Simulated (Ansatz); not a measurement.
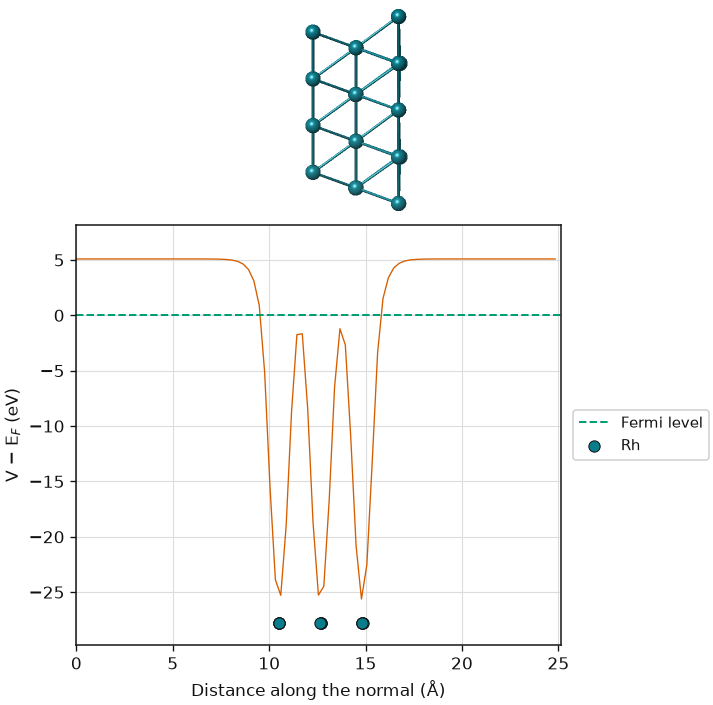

Plane-averaged electrostatic potential energy of an electron across the slab; circles at the bottom mark the heights of the atoms. The structure is drawn too.

Calculation on a (111) slab cut from Rh (Fm-3m), 12 atoms in the cell, the slab at its places in the relaxed adsorbed structure.

Computed with Ansatz 0.2.0: DFT PBE, scalar-relativistic, plane waves, PAW, no spin polarisation, 4×4×1 k mesh, Gaussian smearing of 0.1 eV.

### What is the work function?

The work function is 5.09 eV, the same on both faces. The two vacuum levels agree, so the slab has no net dipole along its normal.

### How thick are slab and vacuum?

The outermost atoms are 4.4 Å apart, which leaves 20.7 Å of vacuum in a cell 25.1 Å high.

The atoms aren't at rest in this cell (largest force 0.4 eV/Å), so the relaxed material can differ.
